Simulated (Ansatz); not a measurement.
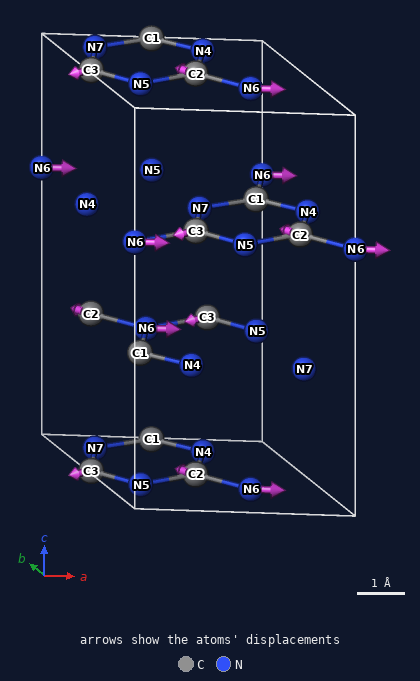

One vibrational mode of solid C3N4 at the zone centre. The pink arrows are the displacements of the atoms (eigenvector over the root of the mass), of arbitrary overall length and sign. The picture is a ball-and-stick view of the conventional cell (3 times the calculation's cell), seen from a free direction. Lengths and directions refer to the drawn axes.

Level of theory: DFT LDA, scalar-relativistic, plane waves, PAW (Ansatz 0.2.0). Settings: plane-wave cutoff 420 eV; k-point mesh 6 × 6 × 6; occupations fixed; no spin polarisation.

Frequencies are those without the non-analytic (LO–TO) term.

Q: What mode is this, and where does it lie in the spectrum?

A: This is the E mode (doubly degenerate; one member of the set is drawn) at 33.2 THz, optical level 8 of 12, counted from below (1 lower level is imaginary, so the structure is unstable), infrared- and Raman-active by symmetry. Of the bonds it mainly stretches C–N, some lengthening while others shorten; the kinetic energy is shared as N 61 %, C 39 %. Its infrared intensity is 99 (D/Å)²/amu for the set.
